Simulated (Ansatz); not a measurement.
Si5Ge

The calculation's input:

```
crystal:
  lattice:
    - [4.93830999, 0.0, 0.0]
    - [-2.46915499, 4.2767019, 0.0]
    - [0.0, 0.0, 4.51069943]
  atoms:
    - { symbol: Si, position: [0.33333333, 0.33333333, 0.0] }
    - { symbol: Si, position: [0.0, 0.66666667, 0.0] }
    - { symbol: Si, position: [0.66666667, 0.0, 0.0] }
    - { symbol: Si, position: [0.66666667, 0.33333333, 0.5] }
    - { symbol: Si, position: [0.33333333, 0.66666667, 0.5] }
    - { symbol: Ge, position: [0.0, 0.0, 0.5] }
basis:
  ecutwfc: 420
kpoints:
  mp_grid: { grid: [12, 12, 8] }
hamiltonian:
  xc: pbe
scf:
  occupations: { method: gaussian, width: 0.1 }
output:
  forces: true
  stress: true
  eigenvalues: true
  write_density: true
  write_potential: true
  elf: true
  volumetric_format: npy
relax:
  adjacent_minimum: "off"
  f_tol: 0.01
  max_steps: 80
  cell: { stress_tol: 0.05 }
```

Launched as:

```sh
ansatz run input.yaml --threads 1 --pin off --max-ram 2560MiB --backend cpu --events-out ev --progress --plain --runs-dir out
```

Below, planes, directions and counts refer to the conventional cell (a = 4.99 Å, b = 4.99 Å, c = 4.32 Å, α = 90.00°, β = 90.00°, γ = 120.00°).

The fields are those of the run's last geometry, not of the input's.

Space group P-62m; a structure generated by program, which may or may not match a known phase.

Computed with Ansatz 0.2.0, DFT PBE, scalar-relativistic, plane waves, PAW.

Question: What will maps of the valence pseudo-density and electron localisation function show?

Answer: Si–Ge (2.84 Å): the density is about 0.24 e/Å³ at the midpoint; the ELF peaks at about 0.75 in the valence shell of Si, 0.9 Å from its nucleus, and is about 0.45 at the midpoint.

Question: Metal or insulator at this level of theory?

Answer: It is gapless in this calculation (a metal or semimetal).

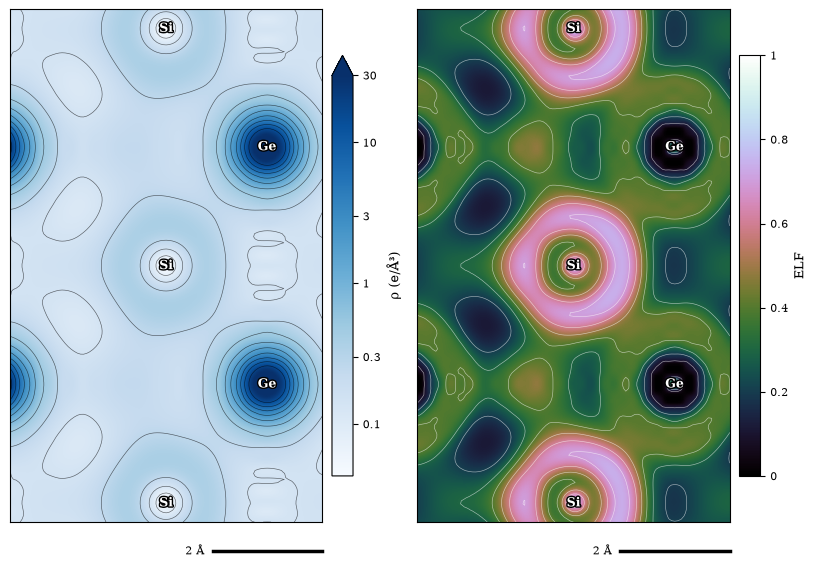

Computed valence pseudo-density and electron localisation function on the (010) plane of the conventional cell, in this order. 

Core electrons are frozen (PAW), and the valence fields are smoothed inside the atomic spheres.
